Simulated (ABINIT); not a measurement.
# Run report: SiO, geometry relaxation (part 1 of 2)

- system: SiO (F-43m, 2 atoms in the cell)
- method: Kohn-Sham DFT of a periodic cell, PBE, SPMS NC PBE v1.0, no spin polarisation (ABINIT 10.8.3)

The structure was built on a prototype by a generator; it need not be a known phase.

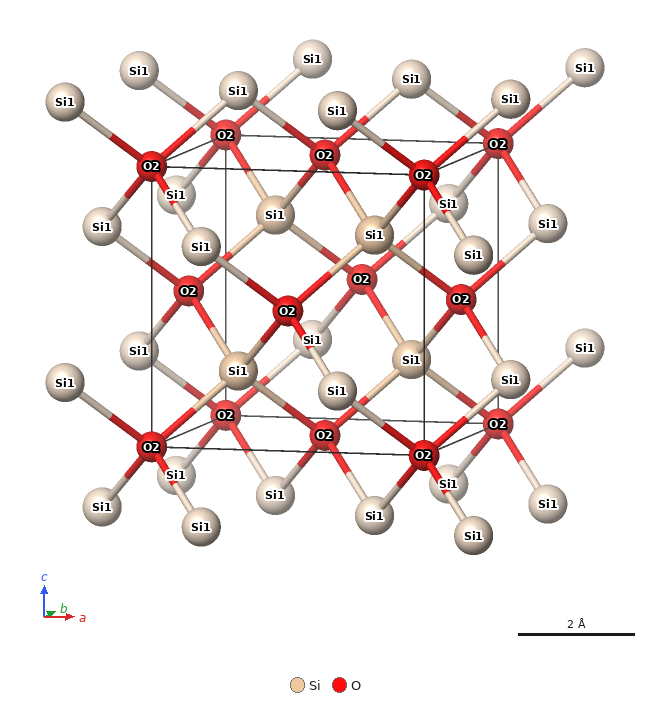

*The structure as given in the input (ball-and-stick view of the cell 4 times as large as that of the calculation, set on its symmetry axes, seen slightly off an axis; neighbours outside the cell are drawn fainter; atoms are numbered from 1 in the order of the input). An atom can appear more than once, as a periodic image.*

Input:
```
# Pseudopotentials
pp_dirpath "./"
pseudos "14_Si_4_1.9_1.9_pbe_n_v1.0.psp8, 08_O_6_1.2_1.4_pbe_n_v1.0.psp8"

# Structure
acell 3.4416866939 3.4416866939 3.4416866939 Angstrom
rprim
     0.0000000000     0.7071067812     0.7071067812
     0.7071067812     0.0000000000     0.7071067812
     0.7071067812     0.7071067812     0.0000000000
ntypat 2
znucl 14 8
natom 2
typat 1 2
chkprim 0
chksymtnons 0
tolsym 1.0e-6
xred
            3/4            3/4            3/4
            0.0            0.0            0.0

# Plane-wave basis
ecut 40.0
ecutsm 0.5

# k points
kptopt 1
ngkpt 7 7 7
nshiftk 1
shiftk 0.0 0.0 0.0

# Exchange and correlation
ixc 11

# Bands and occupations
nband 9
occopt 3
tsmear 0.05 eV

# SCF cycle
nstep 80
tolvrs 1.0e-12

# Output
iomode 3
prteig 0
prtebands 0
prtwf 0
prtden 0

# Relaxation
ionmov 2
optcell 2
ntime 50
tolmxf 2.0e-5
dilatmx 1.08
```

Machine: 1 thread of Arm Neoverse V1, 112 GiB of memory available, shared host.

Launch command:
```bash
abinit run.abi > log 2>&1
```

Output:
```
.Version 10.8.3 of ABINIT
 Symmetries : space group F-4 3 m (#216); Bravais cF (face-center cubic)
================================================================================
 Values of the parameters that define the memory need of the present run
     intxc =       0    ionmov =       2      iscf =       7    lmnmax =       6
     lnmax =       6     mgfft =      40  mpssoang =       3    mqgrid =    3001
     natom =       2  nloc_mem =       1    nspden =       1   nspinor =       1
    nsppol =       1      nsym =      24    n1xccc =    2501    ntypat =       2
    occopt =       3   xclevel =       2
       mpw =        2975          nfft =       64000          nkpt =          20
================================================================================
================================================================================

--------------------------------------------------------------------------------
------------- Echo of variables that govern the present computation ------------
--------------------------------------------------------------------------------
 -outvars: echo values of preprocessed input variables --------
            acell      6.5038452627E+00  6.5038452627E+00  6.5038452627E+00 Bohr
              amu      2.80855000E+01  1.59994000E+01
          chkprim           0
      chksymtnons           0
          dilatmx      1.08000000E+00
             ecut      4.00000000E+01 Hartree
           ecutsm      5.00000000E-01 Hartree
           ionmov           2
              ixc          11
         kptrlatt        7    0    0      0    7    0      0    0    7
          kptrlen      4.55269168E+01
            natom           2
            nband           9
            ngfft          40      40      40
             nkpt          20
            nstep          80
             nsym          24
            ntime          50
           ntypat           2
           occopt           3
          optcell           2
           prtden           0
        prtebands           0
           prteig           0
            prtwf           0
            rprim      0.0000000000E+00  7.0710678120E-01  7.0710678120E-01
                       7.0710678120E-01  0.0000000000E+00  7.0710678120E-01
                       7.0710678120E-01  7.0710678120E-01  0.0000000000E+00
          spgroup         216
           tolmxf      2.00000000E-05
           tolsym      1.00000000E-06
           tolvrs      1.00000000E-12
           tsmear      1.83746611E-03 Hartree
            typat      1  2
           xangst      3.6504600000E+00  3.6504600000E+00  3.6504600000E+00
                       0.0000000000E+00  0.0000000000E+00  0.0000000000E+00
            xcart      6.8983696336E+00  6.8983696336E+00  6.8983696336E+00
                       0.0000000000E+00  0.0000000000E+00  0.0000000000E+00
             xred      7.5000000000E-01  7.5000000000E-01  7.5000000000E-01
                       0.0000000000E+00  0.0000000000E+00  0.0000000000E+00
            znucl       14.00000    8.00000

================================================================================

 chkinp: Checking input parameters for consistency.

================================================================================
== DATASET  1 ==================================================================

--- !DatasetInfo
iteration_state: {dtset: 1, }
dimensions: {natom: 2, nkpt: 20, mband: 9, nsppol: 1, nspinor: 1, nspden: 1, mpw: 2975, }
cutoff_energies: {ecut:  40.0, pawecutdg:  -1.0, }
electrons: {nelect:   1.00000000E+01, charge:   0.00000000E+00, occopt:   3.00000000E+00, tsmear:   1.83746611E-03, }
meta: {optdriver: 0, ionmov: 2, optcell: 2, iscf: 7, paral_kgb: 0, }
...

 Exchange-correlation functional for the present dataset will be:
  GGA: Perdew-Burke-Ernzerhof functional - ixc=11
  J.P.Perdew, K.Burke, M.Ernzerhof, PRL 77, 3865 (1996)

 Real(R)+Recip(G) space primitive vectors, cartesian coordinates (Bohr,Bohr^-1):
 R(1)=  0.0000000  4.5989131  4.5989131  G(1)= -0.1087213  0.1087213  0.1087213
 R(2)=  4.5989131  0.0000000  4.5989131  G(2)=  0.1087213 -0.1087213  0.1087213
 R(3)=  4.5989131  4.5989131  0.0000000  G(3)=  0.1087213  0.1087213 -0.1087213
 Unit cell volume ucvol=  1.9453404E+02 bohr^3
 Angles (23,13,12)=  6.00000000E+01  6.00000000E+01  6.00000000E+01 degrees

 getcut: wavevector=  0.0000  0.0000  0.0000  ngfft=  40  40  40
         ecut(hartree)=     46.656   => boxcut(ratio)=   2.00019

--- Pseudopotential description ------------------------------------------------
- pspini: atom type   1  psp file is ./14_Si_4_1.9_1.9_pbe_n_v1.0.psp8
  14.00000   4.00000    220721                znucl, zion, pspdat
    8   11    2    4       600   0.00000      pspcod,pspxc,lmax,lloc,mmax,r2well
    5.99000000000000    4.00000000000000    0.00000000000000   rchrg,fchrg,qchrg
     nproj     2     2     2
     extension_switch     1

- pspini: atom type   2  psp file is ./08_O_6_1.2_1.4_pbe_n_v1.0.psp8
   8.00000   6.00000    211017                znucl, zion, pspdat
    8   11    2    4       600   0.00000      pspcod,pspxc,lmax,lloc,mmax,r2well
    5.99000000000000    4.00000000000000    0.00000000000000   rchrg,fchrg,qchrg
     nproj     2     2     1
     extension_switch     1

   1.54470557E+02                                ecore*ucvol(ha*bohr**3)
--------------------------------------------------------------------------------

================================================================================

=== [ionmov= 2] Broyden-Fletcher-Goldfarb-Shanno method (forces)
================================================================================

--- Iteration: ( 1/50) Internal Cycle: (1/1)
--------------------------------------------------------------------------------

---SELF-CONSISTENT-FIELD CONVERGENCE--------------------------------------------

--- !BeginCycle
iteration_state: {dtset: 1, itime: 1, icycle: 1, }
solver: {iscf: 7, nstep: 80, nline: 4, wfoptalg: 0, }
tolerances: {tolvrs: 1.00E-12, }
...

     iter   Etot(hartree)      deltaE(h)  residm     vres2
 ETOT  1  -20.535508872958    -2.054E+01 5.759E-02 7.405E+02
 ETOT  2  -20.189456504352     3.461E-01 5.004E-03 2.423E+03
 ETOT  3  -20.696052185721    -5.066E-01 7.099E-03 9.822E+00
 ETOT  4  -20.697826798694    -1.775E-03 2.626E-04 4.143E-01
 ETOT  5  -20.697847501620    -2.070E-05 9.154E-05 6.850E-02
 ETOT  6  -20.697861957236    -1.446E-05 2.623E-05 9.765E-03
 ETOT  7  -20.697864267197    -2.310E-06 7.380E-05 4.689E-05
 ETOT  8  -20.697864273229    -6.033E-09 9.530E-06 3.473E-05
 ETOT  9  -20.697864280914    -7.684E-09 4.628E-05 6.738E-07
 ETOT 10  -20.697864281099    -1.858E-10 5.650E-06 3.128E-09
 ETOT 11  -20.697864281100    -2.984E-13 2.788E-05 3.946E-10
 ETOT 12  -20.697864281100    -4.121E-13 3.314E-06 5.627E-14

 At SCF step   12       vres2   =  5.63E-14 < tolvrs=  1.00E-12 =>converged.

 Cartesian components of stress tensor (hartree/bohr^3)
  sigma(1 1)=  2.78760867E-06  sigma(3 2)=  0.00000000E+00
  sigma(2 2)=  2.78760867E-06  sigma(3 1)=  0.00000000E+00
  sigma(3 3)=  2.78760867E-06  sigma(2 1)=  0.00000000E+00

--- !ResultsGS
iteration_state: {dtset: 1, itime: 1, icycle: 1, }
comment   : Summary of ground state results
lattice_vectors:
- [  0.0000000,   4.5989131,   4.5989131, ]
- [  4.5989131,   0.0000000,   4.5989131, ]
- [  4.5989131,   4.5989131,   0.0000000, ]
lattice_lengths: [   6.50385,    6.50385,    6.50385, ]
lattice_angles: [ 60.000,  60.000,  60.000, ] # degrees, (23, 13, 12)
lattice_volume:   1.9453404E+02
convergence: {deltae: -4.121E-13, res2:  5.627E-14, residm:  3.314E-06, diffor: null, }
etotal    :  -2.06978643E+01
entropy   :   0.00000000E+00
fermie    :   1.95249604E-01
cartesian_stress_tensor: # hartree/bohr^3
- [  2.78760867E-06,   0.00000000E+00,   0.00000000E+00, ]
- [  0.00000000E+00,   2.78760867E-06,   0.00000000E+00, ]
- [  0.00000000E+00,   0.00000000E+00,   2.78760867E-06, ]
pressure_GPa:  -8.2014E-02
xred      :
- [  7.5000E-01,   7.5000E-01,   7.5000E-01, Si]
- [  0.0000E+00,   0.0000E+00,   0.0000E+00,  O]
cartesian_forces: # hartree/bohr
- [ -0.00000000E+00,  -0.00000000E+00,  -0.00000000E+00, ]
- [ -0.00000000E+00,  -0.00000000E+00,  -0.00000000E+00, ]
force_length_stats: {min:   0.00000000E+00, max:   0.00000000E+00, mean:   0.00000000E+00, }
...

 Integrated electronic density in atomic spheres:
 ------------------------------------------------
 Atom  Sphere_radius  Integrated_density
    1        2.00000          1.54893762
    2        2.00000          6.08612782

---OUTPUT-----------------------------------------------------------------------

 Cartesian coordinates (xcart) [bohr]
  6.89836963364510E+00  6.89836963364510E+00  6.89836963364510E+00
  0.00000000000000E+00  0.00000000000000E+00  0.00000000000000E+00
 Reduced coordinates (xred)
  7.50000000000000E-01  7.50000000000000E-01  7.50000000000000E-01
  0.00000000000000E+00  0.00000000000000E+00  0.00000000000000E+00
 Cartesian forces (fcart) [Ha/bohr]; max,rms= 0.00000E+00 0.00000E+00 (free atoms)
 -0.00000000000000E+00 -0.00000000000000E+00 -0.00000000000000E+00
 -0.00000000000000E+00 -0.00000000000000E+00 -0.00000000000000E+00
 Gradient of E wrt nuclear positions in reduced coordinates (gred)
  0.00000000000000E+00  0.00000000000000E+00  0.00000000000000E+00
  0.00000000000000E+00  0.00000000000000E+00  0.00000000000000E+00
 Scale of Primitive Cell (acell) [bohr]
  6.50384526265201E+00  6.50384526265201E+00  6.50384526265201E+00
 Real space primitive translations (rprimd) [bohr]
  0.00000000000000E+00  4.59891308909673E+00  4.59891308909673E+00
  4.59891308909673E+00  0.00000000000000E+00  4.59891308909673E+00
  4.59891308909673E+00  4.59891308909673E+00  0.00000000000000E+00
 Unitary Cell Volume (ucvol) [Bohr^3]=  1.94534038395112E+02
 Angles (23,13,12)= [degrees]
  6.00000000000000E+01  6.00000000000000E+01  6.00000000000000E+01
 Lengths [Bohr]
  6.50384526277574E+00  6.50384526277574E+00  6.50384526277574E+00
 Stress tensor in cartesian coordinates (strten) [Ha/bohr^3]
  2.78760866665936E-06  0.00000000000000E+00  0.00000000000000E+00
  0.00000000000000E+00  2.78760866665850E-06  0.00000000000000E+00
  0.00000000000000E+00  0.00000000000000E+00  2.78760866665850E-06
 Total energy (etotal) [Ha]= -2.06978642811000E+01

--- Iteration: ( 2/50) Internal Cycle: (1/1)
--------------------------------------------------------------------------------

---SELF-CONSISTENT-FIELD CONVERGENCE--------------------------------------------

--- !BeginCycle
iteration_state: {dtset: 1, itime: 2, icycle: 1, }
solver: {iscf: 7, nstep: 80, nline: 4, wfoptalg: 0, }
tolerances: {tolvrs: 1.00E-12, }
...

     iter   Etot(hartree)      deltaE(h)  residm     vres2
 ETOT  1  -20.697862369575    -2.070E+01 1.971E-06 1.070E-02
 ETOT  2  -20.697856882973     5.487E-06 1.502E-06 3.503E-02
 ETOT  3  -20.697864387893    -7.505E-06 5.936E-06 8.830E-05
 ETOT  4  -20.697864403522    -1.563E-08 8.477E-07 3.776E-07
 ETOT  5  -20.697864403578    -5.567E-11 3.477E-06 4.292E-09
 ETOT  6  -20.697864403579    -8.136E-13 5.248E-07 1.959E-10
 ETOT  7  -20.697864403579     1.812E-13 2.133E-06 1.098E-11
 ETOT  8  -20.697864403578     2.913E-13 3.235E-07 4.819E-14

 At SCF step    8       vres2   =  4.82E-14 < tolvrs=  1.00E-12 =>converged.
```
